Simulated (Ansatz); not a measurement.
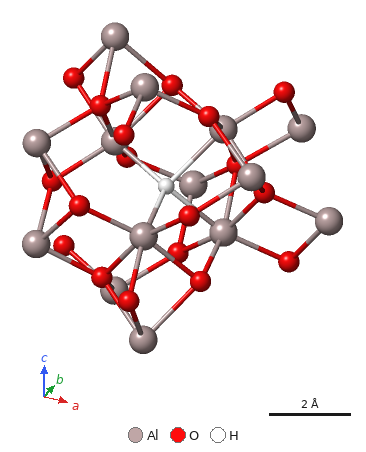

Starting structure of a defect cell of composition Al₄₈O₇₁H (cell charge +1). A ball-and-stick model of the atoms within 4.2 Å of the atom that moves most (axes of the cell of the calculation), seen slightly off an axis.

Theory: DFT, PBEsol, PAW, plane waves (Ansatz).

Set-up: plane-wave cutoff 420 eV; k-point mesh 1 × 1 × 1; mesh shifted by (0.25, 0.25, 0.25); no spin polarisation; atoms relaxed in a fixed cell; force threshold 0.03 eV/Å; at most 80 steps.

```
CELL_PARAMETERS angstrom
9.54786 0.00000 0.00000
-4.77393 8.26869 0.00000
0.00000 0.00000 13.01358
ATOMIC_POSITIONS crystal
Al 0.33430 0.16243 0.18513
Al 0.33438 0.66743 0.18813
Al 0.83239 0.16116 0.18503
Al 0.82857 0.66524 0.18677
Al 0.16878 0.33447 0.01902
Al 0.16738 0.83201 0.01593
Al 0.66784 0.33293 0.01943
Al 0.66918 0.83284 0.01828
Al 0.16773 0.33131 0.31348
Al 0.16558 0.83368 0.31308
Al 0.66354 0.33232 0.31057
Al 0.67124 0.83345 0.31656
Al 0.16314 0.33284 0.51807
Al 0.16580 0.83182 0.51974
Al 0.66558 0.33057 0.51685
Al 0.66583 0.83463 0.51918
Al 0.00037 0.99963 0.35460
Al 0.00346 0.50253 0.35121
Al 0.50079 0.99891 0.35197
Al 0.49807 0.49610 0.35179
Al 0.00449 0.00436 0.14956
Al 0.99896 0.49866 0.14796
Al 0.49754 0.00089 0.14671
Al 0.50116 0.49933 0.14666
Al 0.00316 0.00377 0.64607
Al 0.00099 0.49993 0.64960
Al 0.50321 0.99936 0.64931
Al 0.49918 0.49993 0.64764
Al 0.00078 0.99792 0.84920
Al 0.99742 0.49861 0.85287
Al 0.50018 0.99806 0.85025
Al 0.49868 0.50139 0.85508
Al 0.33297 0.16481 0.68663
Al 0.33218 0.66410 0.68559
Al 0.83256 0.16485 0.68852
Al 0.83647 0.66841 0.68679
Al 0.32936 0.16790 0.48512
Al 0.33347 0.66873 0.48039
Al 0.83734 0.16936 0.48194
Al 0.83684 0.66907 0.48192
Al 0.33374 0.16670 0.98245
Al 0.33615 0.66825 0.97955
Al 0.83294 0.16458 0.97827
Al 0.83008 0.66472 0.98222
Al 0.17002 0.33673 0.81098
Al 0.16596 0.83277 0.81506
Al 0.66890 0.33335 0.81280
Al 0.66545 0.82991 0.81523
O 0.14899 0.00188 0.25164
O 0.15415 0.49984 0.24880
O 0.65050 0.99760 0.24903
O 0.65153 0.49677 0.25129
O 0.33034 0.00942 0.08333
O 0.33745 0.51519 0.08285
O 0.83300 0.01201 0.08307
O 0.83186 0.51499 0.08523
O 0.00180 0.15335 0.25070
O 0.99855 0.65295 0.25213
O 0.49568 0.15023 0.24863
O 0.50166 0.65331 0.25095
O 0.34776 0.34627 0.25030
O 0.34787 0.85011 0.24759
O 0.84445 0.34725 0.24971
O 0.84450 0.84503 0.24950
O 0.18435 0.16454 0.08493
O 0.18186 0.66791 0.08132
O 0.68061 0.16407 0.08273
O 0.67854 0.66540 0.08321
O 0.18070 0.01584 0.58814
O 0.17754 0.51533 0.58211
O 0.68328 0.01495 0.58343
O 0.16873 0.18264 0.41944
O 0.16532 0.67879 0.41691
O 0.66551 0.17950 0.41824
O 0.66641 0.67811 0.41478
O 0.01449 0.33090 0.41581
O 0.01723 0.83457 0.41696
O 0.51113 0.33313 0.41235
O 0.51552 0.83188 0.41659
O 0.01559 0.18269 0.91454
O 0.01406 0.68200 0.91724
O 0.51062 0.17789 0.91535
O 0.51417 0.68281 0.91734
O 0.99990 0.34470 0.75065
O 0.99662 0.84450 0.74881
O 0.49932 0.34875 0.74848
O 0.50060 0.84889 0.74696
O 0.48492 0.31983 0.08275
O 0.48703 0.81822 0.08456
O 0.98117 0.31458 0.08305
O 0.98133 0.81667 0.08249
O 0.48786 0.16908 0.58383
O 0.48388 0.66298 0.58142
O 0.98326 0.16481 0.58383
O 0.98700 0.66865 0.58287
O 0.33359 0.32128 0.58037
O 0.33250 0.81662 0.58610
O 0.83612 0.32206 0.58388
O 0.83334 0.81609 0.58661
O 0.31738 0.48278 0.41714
O 0.31885 0.98671 0.41829
O 0.81826 0.48642 0.41843
O 0.81596 0.98502 0.41727
O 0.31986 0.33201 0.91739
O 0.31704 0.83166 0.91644
O 0.81881 0.33144 0.91884
O 0.81726 0.83389 0.91748
O 0.35042 0.00268 0.75267
O 0.34629 0.50270 0.75049
O 0.84513 0.00155 0.75106
O 0.84437 0.49821 0.74743
O 0.15414 0.15240 0.75146
O 0.15312 0.66037 0.74838
O 0.65580 0.15733 0.75118
O 0.65409 0.65256 0.75080
O 0.16476 0.48268 0.91574
O 0.16816 0.98671 0.91810
O 0.66483 0.48651 0.91515
O 0.66166 0.98494 0.91899
H 0.68221 0.51387 0.58221
```

**What does the optimiser find from here?**

After 4 geometry steps the energy has fallen by 1.740 eV per cell of the calculation. The largest force component goes from 1.9 to 0.02 eV/Å. H120 moves most: 0.13 Å roughly along [−1 −1 0]. By element the largest moves are H 0.13 Å, Al 0.11 Å, O 0.08 Å. The lattice vectors keep their values. Near-neighbour distances that change, for instance: Al40–H120 1.973 → 2.162 Å, Al36–H120 2.006 → 2.162 Å, Al28–O109 1.990 → 1.891 Å, Al14–O95 1.832 → 1.917 Å. Bond angles that change, for instance: O75–Al40–O95 165.0° → 157.9°, Al15–H120–Al28 119.6° → 126.1°, O95–Al36–O115 162.8° → 156.5°. Cost: 5.4 s on 1 × NVIDIA GB200 with 8 threads of Arm Neoverse-V2, peak memory 1.9 GiB.

The end point in the same view:

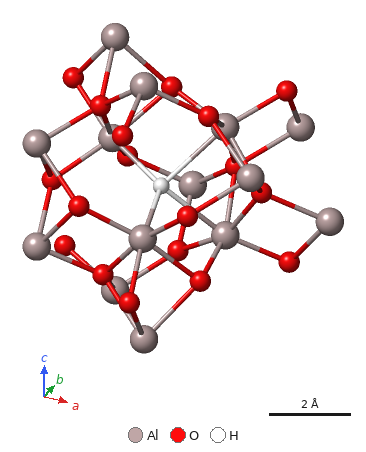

Limits of the set-up: the cell is charged, on a uniform background, and energies carry no finite-size correction.
